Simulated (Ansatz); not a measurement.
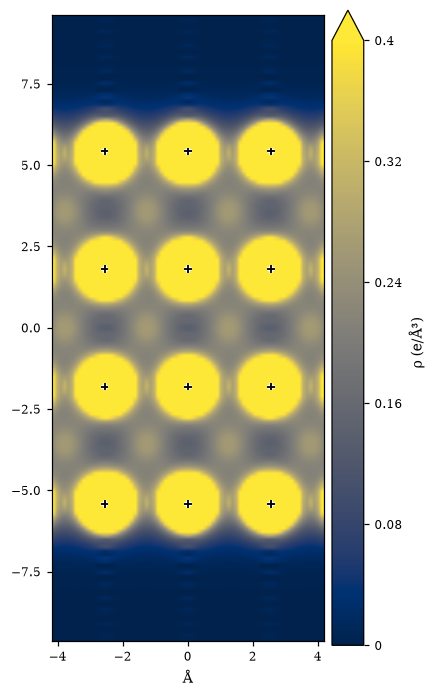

The valence electron density on a plane through atoms (crosses mark nuclei in the plane).

The calculation used Kohn-Sham DFT of a periodic cell, PBE, Ansatz PAW (Ansatz).

Candidates:
A. Cu (slab), a = 2.56 Å, b = 2.56 Å, c = 25.84 Å, α = 90.00°, β = 90.00°, γ = 90.00°. 
B. TiO2, a = 5.95 Å, b = 6.57 Å, c = 6.57 Å, α = 90.00°, β = 90.00°, γ = 90.00°. Space group Imma; a structure from a database of computed crystals, not necessarily the ambient phase.
C. TiCo, a = 2.99 Å, b = 2.99 Å, c = 2.99 Å, α = 90.00°, β = 90.00°, γ = 90.00°. Space group Pm-3m; a structure from a database of computed crystals, not necessarily the ambient phase; spin-polarised.

**Which candidate gave the map?**

Candidate A: Cu on the (010) plane of the calculation cell, a cut from vacuum to vacuum, which holds Cu. Cu–Cu (2.56 Å): ρ at the midpoint is about 0.31 e/Å³.
